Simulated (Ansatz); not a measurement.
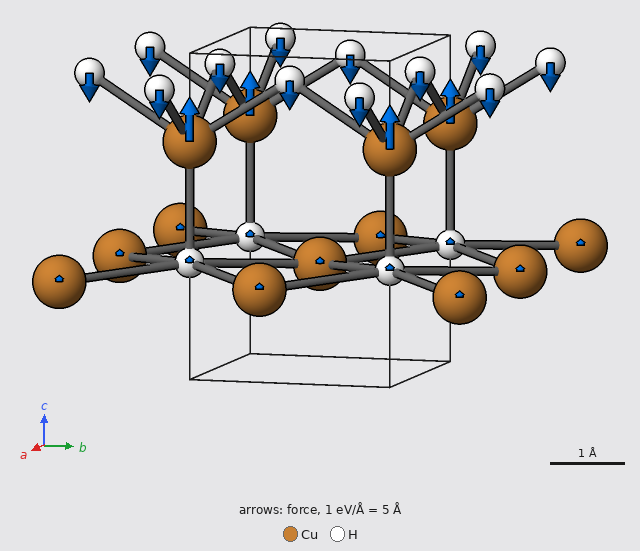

Starting geometry of a crystal of Cu2H3 (a generated structure, set up in P4mm) with the computed forces as blue arrows. A ball-and-stick model of the cell of the calculation, seen slightly off an axis.

Method: DFT PBE, scalar-relativistic, plane waves, PAW (Ansatz). Settings: plane-wave cutoff 420 eV; k-point mesh 14 × 14 × 8; occupations gaussian; smearing width 0.1 eV; no spin polarisation; cell and atoms relaxed; force threshold 0.01 eV/Å; at most 80 steps.

> Is this structure relaxed? If not, where do the atoms go?

It isn't relaxed: the largest force vector, on a Cu atom, is 0.13 eV/Å. The final displacements follow the starting forces only in part (cosine between the two patterns 0.51). Over 9 accepted moves (13 points after the start) the energy falls by 56.1 meV per cell of the calculation. Largest force component: 0.13 eV/Å at the start, 0.00058 eV/Å at the end. Pressure: 0.03 GPa at the start and 0.01 GPa at the end. The line search rejected the trial steps at points 4, 6 of the run. At 2 points the geometry stayed and the basis and grid were re-selected for the new cell (energy shift of 5.3 meV per cell of the calculation at most each time). The largest move relative to the cell is that of a Cu atom, 0.22 Å along +c. By element the largest moves are Cu 0.22 Å, H 0.13 Å. Cell: a = b 2.843 → 2.784 Å (−2.1 %), c 4.475 → 4.961 Å (+10.9 %). Volume +6.3 %. Some distances before and after: Cu–H 1.662 → 1.778 Å, Cu–H 2.015 → 1.968 Å, Cu–H 1.675 → 1.639 Å. Among the angles between lasting bonds that change: Cu–H–Cu 172.2° → 179.4°, H–Cu–H 172.2° → 179.4°, Cu–H–Cu 93.9° → 89.7°. The space group stays P4mm (No. 99).
